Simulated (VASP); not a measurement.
**Quasiparticle energies of SiC in VASP**

Wanted: how far GW moves the Kohn-Sham levels of SiC. The cell has space group P6_3mc. The start is a cell from a database of measured crystal structures.

Method: r2SCAN; plane waves and PAW (Si_GW, C_GW), in the first sound run; inputs show where later runs differ, in VASP 6.6.1.

## (1) Set-up

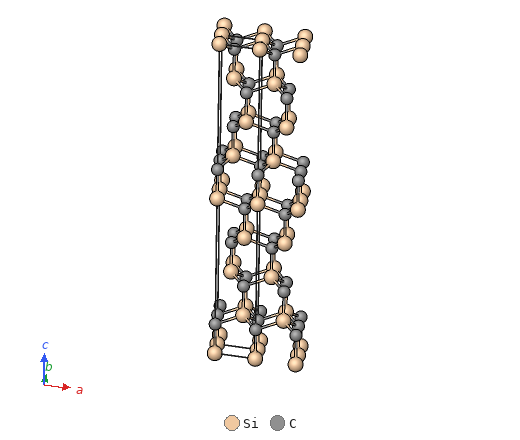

The cell as given, slightly off an axis (silicon light orange, carbon grey). 2×2×1 cells are drawn. Bonds to atoms that aren't drawn are left out. Some periodic images of atoms are drawn too.

Coordinates:

```cif
data_structure
_symmetry_space_group_name_H-M 'P6_3mc'
_symmetry_Int_Tables_number 186
_cell_length_a 3.0790
_cell_length_b 3.0790
_cell_length_c 20.1460
_cell_angle_alpha 90.000
_cell_angle_beta 90.000
_cell_angle_gamma 120.000
_cell_volume 165.40
loop_
_atom_site_label
_atom_site_type_symbol
_atom_site_symmetry_multiplicity
_atom_site_Wyckoff_symbol
_atom_site_fract_x
_atom_site_fract_y
_atom_site_fract_z
_atom_site_occupancy
Si1 Si 2 b 0.33333 0.66667 0.25000 1
Si2 Si 2 b 0.33333 0.66667 0.62500 1
Si3 Si 2 a 0.00000 0.00000 0.00000 1
Si4 Si 2 b 0.33333 0.66667 0.87500 1
C1 C 2 b 0.33333 0.66667 0.96900 1
C2 C 2 a 0.00000 0.00000 0.09400 1
C3 C 2 b 0.33333 0.66667 0.34400 1
C4 C 2 b 0.33333 0.66667 0.71900 1
```

## (2) Ground state

The orbitals come from a self-consistent r2SCAN run with a tight EDIFF and a narrow smearing. KPOINTS_OPT adds the bands along a path, which shows whether the mesh holds the band edges.

INCAR

```
SYSTEM = SiC
PREC = Accurate
ENCUT = 440
EDIFF = 1E-08
NELM = 100
ISMEAR = 0
SIGMA = 0.01
LREAL = .FALSE.
ALGO = Normal
METAGGA = R2SCAN
LASPH = .TRUE.
NBANDS = 48
LORBIT = 11
LWAVE = .TRUE.
LCHARG = .FALSE.
KPAR = 4
```

POSCAR

```
SiC
1.0
    3.0790000000      0.0000000000      0.0000000000
   -1.5395000000      2.6664922183      0.0000000000
    0.0000000000      0.0000000000     20.1460000000
Si C
8 8
Direct
    0.3333333333      0.6666666667      0.2500000000
    0.6666666667      0.3333333333      0.7500000000
    0.3333333333      0.6666666667      0.6250000000
    0.6666666667      0.3333333333      0.1250000000
    0.0000000000      0.0000000000      0.0000000000
    0.0000000000      0.0000000000      0.5000000000
    0.3333333333      0.6666666667      0.8750000000
    0.6666666667      0.3333333333      0.3750000000
    0.3333333333      0.6666666667      0.9690000000
    0.6666666667      0.3333333333      0.4690000000
    0.0000000000      0.0000000000      0.0940000000
    0.0000000000      0.0000000000      0.5940000000
    0.3333333333      0.6666666667      0.3440000000
    0.6666666667      0.3333333333      0.8440000000
    0.3333333333      0.6666666667      0.7190000000
    0.6666666667      0.3333333333      0.2190000000
```

KPOINTS

```
Automatic mesh
0
Gamma
6 6 1
0 0 0
```

KPOINTS_OPT

```
Line mode
8
Line-mode
Reciprocal
  0.00000000   0.00000000   0.00000000 GAMMA
  0.50000000   0.00000000   0.00000000 M

  0.50000000   0.00000000   0.00000000 M
  0.33333333   0.33333333   0.00000000 K

  0.33333333   0.33333333   0.00000000 K
  0.00000000   0.00000000   0.00000000 GAMMA

  0.00000000   0.00000000   0.00000000 GAMMA
  0.00000000   0.00000000   0.50000000 A

  0.00000000   0.00000000   0.50000000 A
  0.50000000   0.00000000   0.50000000 L

  0.50000000   0.00000000   0.50000000 L
  0.33333333   0.33333333   0.50000000 H

  0.33333333   0.33333333   0.50000000 H
  0.00000000   0.00000000   0.50000000 A

  0.50000000   0.00000000   0.50000000 L
  0.50000000   0.00000000   0.00000000 M

  0.33333333   0.33333333   0.00000000 K
  0.33333333   0.33333333   0.50000000 H
```

Potentials, in the order of the species: Si_GW and C_GW (PBE family, release 64).

On the command line:

```console
mpirun -np 8 vasp_std
```

What it wrote:

```text
[banner, memory and clock lines left out]
running    8 mpi-ranks, on    1 nodes
 distrk:  each k-point on    2 cores,    4 groups
 distr:  one band on    1 cores,    2 groups

 POSCAR found type information on POSCAR SiC
 POSCAR found :  2 types and      16 ions
|                                                                             |
|           W    W    AA    RRRRR   N    N  II  N    N   GGGG   !!!           |
|           W    W   A  A   R    R  NN   N  II  NN   N  G    G  !!!           |
|           W    W  A    A  R    R  N N  N  II  N N  N  G       !!!           |
|           W WW W  AAAAAA  RRRRR   N  N N  II  N  N N  G  GGG   !            |
|           WW  WW  A    A  R   R   N   NN  II  N   NN  G    G                |
|           W    W  A    A  R    R  N    N  II  N    N   GGGG   !!!           |
|                                                                             |
|     For optimal performance we recommend to set                             |
|       NCORE = 2 up to number-of-cores-per-socket                            |
|     NCORE specifies how many cores store one orbital (NPAR=cpu/NCORE).      |
|     This setting can greatly improve the performance of VASP for DFT.       |
|     The default, NCORE=1 might be grossly inefficient on modern             |
|     multi-core architectures or massively parallel machines. Do your        |
|     Unfortunately you need to use the default for GW and RPA                |
|     calculations (for HF NCORE is supported but not extensively tested      |
|     yet).                                                                   |
|                                                                             |

|                                                                             |
|               ----> ADVICE to this user running VASP <----                  |
|                                                                             |
|     You enforced a specific xc type in the INCAR file but a different       |
|     [... a line on the potential file left out ...]
|     I HOPE YOU KNOW WHAT YOU ARE DOING!                                     |
|                                                                             |

 LDA part: xc-table for (None), standard interpolation
 POSCAR, INCAR and KPOINTS ok, starting setup
 FFT: planning ... GRIDC
 FFT: planning ... GRID_SOFT
 FFT: planning ... GRID
 WAVECAR not read
 entering main loop
       N       E                     dE             d eps       ncg     rms          rms(c)
DAV:   1     0.144330305939E+03    0.14433E+03   -0.28109E+04   880   0.118E+03
DAV:   2    -0.161995827233E+03   -0.30633E+03   -0.28204E+03  1184   0.275E+02
DAV:   3    -0.180983653213E+03   -0.18988E+02   -0.18648E+02   848   0.612E+01
DAV:   4    -0.182878282925E+03   -0.18946E+01   -0.18890E+01  1272   0.275E+01
DAV:   5    -0.182889282114E+03   -0.10999E-01   -0.10990E-01   880   0.174E+00    0.193E+01
DAV:   6    -0.154009760021E+03    0.28880E+02   -0.35012E+01   888   0.260E+01    0.681E+00
DAV:   7    -0.154489583857E+03   -0.47982E+00   -0.93762E+00  1160   0.156E+01    0.356E+00
DAV:   8    -0.154559777641E+03   -0.70194E-01   -0.44185E-01  1072   0.383E+00    0.975E-01
DAV:   9    -0.154540173331E+03    0.19604E-01   -0.74170E-02   912   0.131E+00    0.213E-01
DAV:  10    -0.154541447935E+03   -0.12746E-02   -0.30203E-02  1064   0.697E-01    0.202E-01
DAV:  11    -0.154540488277E+03    0.95966E-03   -0.37421E-03   952   0.325E-01    0.333E-02
DAV:  12    -0.154540517669E+03   -0.29392E-04   -0.23979E-04  1016   0.844E-02    0.180E-02
DAV:  13    -0.154540516664E+03    0.10053E-05   -0.55447E-05  1072   0.319E-02    0.174E-03
DAV:  14    -0.154540518178E+03   -0.15148E-05   -0.29787E-06   880   0.103E-02    0.234E-03
DAV:  15    -0.154540519307E+03   -0.11289E-05   -0.98743E-07  1136   0.520E-03    0.252E-04
DAV:  16    -0.154540519531E+03   -0.22346E-06   -0.66991E-08   848   0.153E-03    0.244E-04
DAV:  17    -0.154540519423E+03    0.10719E-06   -0.82394E-09   584   0.678E-04    0.176E-04
DAV:  18    -0.154540519357E+03    0.66067E-07   -0.28254E-09   544   0.588E-04    0.106E-04
DAV:  19    -0.154540519329E+03    0.28010E-07   -0.22581E-09   568   0.399E-04    0.359E-05
DAV:  20    -0.154540519329E+03   -0.53205E-10   -0.10301E-09   528   0.340E-04
   1 F= -.15454052E+03 E0= -.15454052E+03  d E =-.634003E-45
 Start KPOINTS_OPT (optional k-point list driver)
k-point batch [1-7\72]
       N       E                     dE             ncg
DAV:   1     0.319856801368E+04   -0.28745E+04      904
DAV:   2     0.104539263472E+04   -0.21532E+04     1176
DAV:   3     0.890884022390E+03   -0.15451E+03      872
DAV:   4     0.872294782564E+03   -0.18589E+02     1256
DAV:   5     0.872168959961E+03   -0.12582E+00      912
DAV:   6     0.872159346330E+03   -0.96136E-02     1256
DAV:   7     0.872159276688E+03   -0.69643E-04      944
DAV:   8     0.872159272882E+03   -0.38052E-05     1264
DAV:   9     0.872159272816E+03   -0.65978E-07      760
DAV:  10     0.872159272814E+03   -0.22246E-08      664
[...]
k-point batch [71-72\72]
       N       E                     dE             ncg
DAV:   1     0.131935806948E+05   -0.43540E+04      248
DAV:   2     0.126548391480E+05   -0.53874E+03      328
DAV:   3     0.126282541817E+05   -0.26585E+02      256
DAV:   4     0.126260103162E+05   -0.22439E+01      320
DAV:   5     0.126259894610E+05   -0.20855E-01      280
DAV:   6     0.126259880227E+05   -0.14383E-02      336
DAV:   7     0.126259880060E+05   -0.16659E-04      264
DAV:   8     0.126259880052E+05   -0.79925E-06      344
DAV:   9     0.126259880052E+05   -0.37055E-07      208
DAV:  10     0.126259880052E+05   -0.12751E-08      184
 writing wavefunctions
```

It took 96 s on 8 MPI ranks of Intel Xeon 6975P-C (Granite Rapids), shared host; peak memory 2.1 GiB; 13 min of CPU time.

The logs omit lines about the potential files and the build; timing stands in the text.

Parts of OUTCAR (step 2):

```text
ion  position               nearest neighbor table
   1  0.333  0.667  0.250-  16 1.88  16 1.88  16 1.88  13 1.89   8 3.08   4 3.08   4 3.08   8 3.08
                             8 3.08   4 3.08
   2  0.667  0.333  0.750-  15 1.88  15 1.88  15 1.88  14 1.89   3 3.08   7 3.08   7 3.08   3 3.08
                             7 3.08   3 3.08
   3  0.333  0.667  0.625-  12 1.88  12 1.88  12 1.88  15 1.89   6 3.08   2 3.08   2 3.08   6 3.08
                             6 3.08   2 3.08
   4  0.667  0.333  0.125-  11 1.88  11 1.88  11 1.88  16 1.89   5 3.08   1 3.08   1 3.08   5 3.08
                             5 3.08   1 3.08
   5  0.000  0.000  0.000-   9 1.88   9 1.88   9 1.88  11 1.89   7 3.08   4 3.08   7 3.08   4 3.08
                             7 3.08   4 3.08
   6  0.000  0.000  0.500-  10 1.88  10 1.88  10 1.88  12 1.89   8 3.08   3 3.08   8 3.08   3 3.08
                             3 3.08   8 3.08
   7  0.333  0.667  0.875-  14 1.88  14 1.88  14 1.88   9 1.89   2 3.08   5 3.08   2 3.08   5 3.08
                             5 3.08   2 3.08
   8  0.667  0.333  0.375-  13 1.88  13 1.88  13 1.88  10 1.89   6 3.08   1 3.08   1 3.08   6 3.08
                             6 3.08   1 3.08
   9  0.333  0.667  0.969-   5 1.88   5 1.88   5 1.88   7 1.89
  10  0.667  0.333  0.469-   6 1.88   6 1.88   6 1.88   8 1.89
  11  0.000  0.000  0.094-   4 1.88   4 1.88   4 1.88   5 1.89
  12  0.000  0.000  0.594-   3 1.88   3 1.88   3 1.88   6 1.89
  13  0.333  0.667  0.344-   8 1.88   8 1.88   8 1.88   1 1.89
  14  0.667  0.333  0.844-   7 1.88   7 1.88   7 1.88   2 1.89
  15  0.333  0.667  0.719-   2 1.88   2 1.88   2 1.88   3 1.89
  16  0.667  0.333  0.219-   1 1.88   1 1.88   1 1.88   4 1.89

  LATTYP: Found a hexagonal cell.
 ALAT       =     3.0790000000
 C/A-ratio  =     6.5430334524

 Subroutine GETGRP returns: Found 12 space group operations
 (whereof  6 operations were pure point group operations)

The static configuration has the point symmetry C_3v.
 The point group associated with its full space group is C_6v.

 Found      7 irreducible k-points:

   k-points           NKPTS =      7   k-points in BZ     NKDIM =      7   number of bands    NBANDS=     48

   dimension x,y,z NGX =    24 NGY =   24 NGZ =  140
   dimension x,y,z NGXF=    48 NGYF=   48 NGZF=  280

   ENCUT  =  440.0 eV  32.34 Ry    5.69 a.u.   5.27  5.27 34.46*2*pi/ulx,y,z

   NELECT =      64.0000    total number of electrons

 k-points in reciprocal lattice and weights: Automatic mesh
   0.00000000  0.00000000  0.00000000       0.028
   0.16666667  0.00000000  0.00000000       0.167
   0.33333333  0.00000000  0.00000000       0.167
   0.50000000  0.00000000  0.00000000       0.083
   0.16666667  0.16666667  0.00000000       0.167
   0.33333333  0.16666667  0.00000000       0.333
   0.33333333  0.33333333  0.00000000       0.056

 average (electrostatic) potential at core
       1 -66.4726       2 -66.4726       3 -66.4442       4 -66.4442       5 -66.4109
       6 -66.4109       7 -66.4052       8 -66.4052       9 -46.9648      10 -46.9648
      11 -46.9902      12 -46.9902      13 -46.9478      14 -46.9478      15 -47.0440
      16 -47.0440

 E-fermi :   7.7826

 k-point     1 :       0.0000    0.0000    0.0000
  band No.  band energies     occupation
    ...
     28       7.4993      2.00000
     29       7.4993      2.00000
     30       7.6820      2.00000
     31       7.6820      2.00000
     32       7.6849      2.00000
     33      13.4591      0.00000
     34      13.5249      0.00000
     35      13.8586      0.00000
     36      14.1251      0.00000
     37      14.3430      0.00000
    ...

 k-point     2 :       0.1667    0.0000    0.0000
  band No.  band energies     occupation
    ...
     28       6.6190      2.00000
     29       7.0972      2.00000
     30       7.1388      2.00000
     31       7.3836      2.00000
     32       7.4366      2.00000
     33      12.9361      0.00000
     34      13.1671      0.00000
     35      13.1896      0.00000
     36      13.6708      0.00000
     37      13.9386      0.00000
    ...

 k-point     3 :       0.3333    0.0000    0.0000
  band No.  band energies     occupation
    ...
     28       6.1380      2.00000
     29       6.3866      2.00000
     30       6.4218      2.00000
     31       6.6254      2.00000
     32       6.8229      2.00000
     33      10.8155      0.00000
     34      10.8743      0.00000
     35      11.5192      0.00000
     36      11.8575      0.00000
     37      12.6048      0.00000
    ...

  Total       -1.3497202     -1.3497202     -2.1289635      0.0000000      0.0000000      0.0000000
  in kB      -13.0742108    -13.0742108    -20.6224362      0.0000000      0.0000000      0.0000000
  external PRESSURE =     -15.5902860 kB  Pullay stress =       0.0000000 kB

  energy-cutoff  :      440.00
  volume of cell :      165.40
      direct lattice vectors                 reciprocal lattice vectors
     3.079000000  0.000000000  0.000000000     0.324780773  0.187512267  0.000000000
    -1.539500000  2.666492218  0.000000000     0.000000000  0.375024533  0.000000000
     0.000000000  0.000000000 20.146000000     0.000000000  0.000000000  0.049637645

 POSITION                                       TOTAL-FORCE (eV/Angst)
 -----------------------------------------------------------------------------------
     -0.00000      1.77766      5.03650         0.000000     -0.000000      0.080044
      1.53950      0.88883     15.10950        -0.000000      0.000000      0.080044
     -0.00000      1.77766     12.59125         0.000000     -0.000000      0.066460
      1.53950      0.88883      2.51825        -0.000000      0.000000      0.066460
      0.00000      0.00000      0.00000        -0.000000      0.000000      0.077315
      0.00000      0.00000     10.07300         0.000000     -0.000000      0.077315
     -0.00000      1.77766     17.62775         0.000000     -0.000000      0.068611
      1.53950      0.88883      7.55475        -0.000000      0.000000      0.068611
     -0.00000      1.77766     19.52147        -0.000000     -0.000000     -0.088196
      1.53950      0.88883      9.44847         0.000000     -0.000000     -0.088196
      0.00000      0.00000      1.89372         0.000000     -0.000000     -0.069330
      0.00000      0.00000     11.96672         0.000000     -0.000000     -0.069330
     -0.00000      1.77766      6.93022         0.000000     -0.000000      0.031432
      1.53950      0.88883     17.00322         0.000000     -0.000000      0.031432
     -0.00000      1.77766     14.48497         0.000000     -0.000000     -0.166336
      1.53950      0.88883      4.41197         0.000000     -0.000000     -0.166336
 -----------------------------------------------------------------------------------
    total drift:                                0.000000      0.000000     -0.004585

  FREE ENERGIE OF THE ION-ELECTRON SYSTEM (eV)
  ---------------------------------------------------
  free  energy   TOTEN  =      -154.5405193295 eV

  energy  without entropy=     -154.5405193295  energy(sigma->0) =     -154.54051933

 total charge
# of ion       s       p       d       tot
------------------------------------------
    1        0.674   0.950   0.217   1.841
    2        0.674   0.950   0.217   1.841
    3        0.674   0.949   0.217   1.840
    4        0.674   0.949   0.217   1.840
    5        0.674   0.949   0.217   1.841
    6        0.674   0.949   0.217   1.841
    7        0.675   0.945   0.217   1.837
    8        0.675   0.945   0.217   1.837
    9        0.824   1.682   0.000   2.506
   10        0.824   1.682   0.000   2.506
   11        0.824   1.682   0.000   2.507
   12        0.824   1.682   0.000   2.507
   13        0.825   1.684   0.000   2.509
   14        0.825   1.684   0.000   2.509
   15        0.825   1.683   0.000   2.507
   16        0.825   1.683   0.000   2.507
--------------------------------------------------
tot         11.992  21.047   1.736  34.775

[... 3 further parts left out ...]
```

The PAW data sets were made with PBE, which is usual practice but a small mismatch for other functionals.

Numbers from this step:

| Item | Value |
| --- | --- |
| free energy (TOTEN) | -154.5405 eV |
| Fermi energy | 7.783 eV |
| pressure | -1.559 GPa |
| least gap on mesh and path | 2.143 eV |
| least direct gap on mesh and path | 3.296 eV |

The highest empty bands on the path are converged less tightly, to about 0.1 eV. The electronic bands at the labelled points (eV, zero at the valence-band top; v1 is the highest filled band, c1 the lowest empty one):

```
    point     v4     v3     v2     v1    c1    c2    c3    c4
        Γ  -0.19   0.00   0.00   0.00  5.77  5.84  6.17  6.44
        M  -1.62  -1.58  -1.45  -1.15  2.14  2.35  3.29  3.53
        K  -2.58  -2.52  -2.23  -2.23  3.72  4.47  4.59  4.59
        Γ  -0.19   0.00   0.00   0.00  5.77  5.84  6.17  6.44
        A  -0.06  -0.06  -0.06  -0.06  5.80  5.80  6.28  6.28
        L  -1.67  -1.67  -1.28  -1.28  2.27  2.27  3.33  3.33
        H  -2.71  -2.71  -2.09  -2.09  4.04  4.04  4.41  4.41
        A  -0.06  -0.06  -0.06  -0.06  5.80  5.80  6.28  6.28
jump to L  -1.67  -1.67  -1.28  -1.28  2.27  2.27  3.33  3.33
        M  -1.62  -1.58  -1.45  -1.15  2.14  2.35  3.29  3.53
jump to K  -2.58  -2.52  -2.23  -2.23  3.72  4.47  4.59  4.59
        H  -2.71  -2.71  -2.09  -2.09  4.04  4.04  4.41  4.41
```

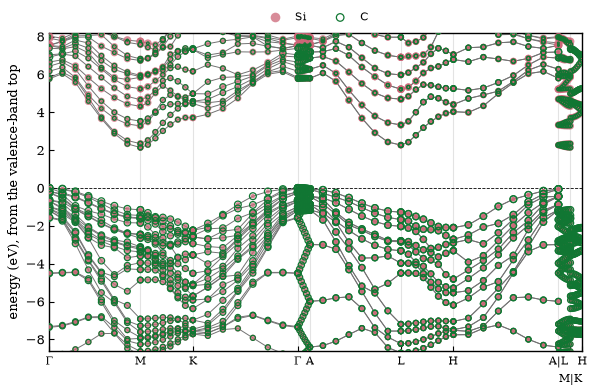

Electronic bands along the path; dots are coloured as in the legend, and their area grows with the weight.

The cell has a gap of 2.14 eV on mesh and path. Forces of up to 0.17 eV/Å remain in these settings.

(Continued in part 2 of 4.)

[Lines on the potential files, build, host, timing and source positions are cut from VASP's logs without a mark.]

[Logs are printed without paths, hosts, clocks, repeated set-up lines and the standing remarks that a program may print on its own settings, such as how far it seeks lower states.]

[Hosts, paths, dates, database ids (printed as entryN), source tags and the programs' standing remarks are cut or masked in the printed files.]

[Pressures printed for these runs are not shown converged in the cutoff: they can be off by several GPa and have the wrong sign.]
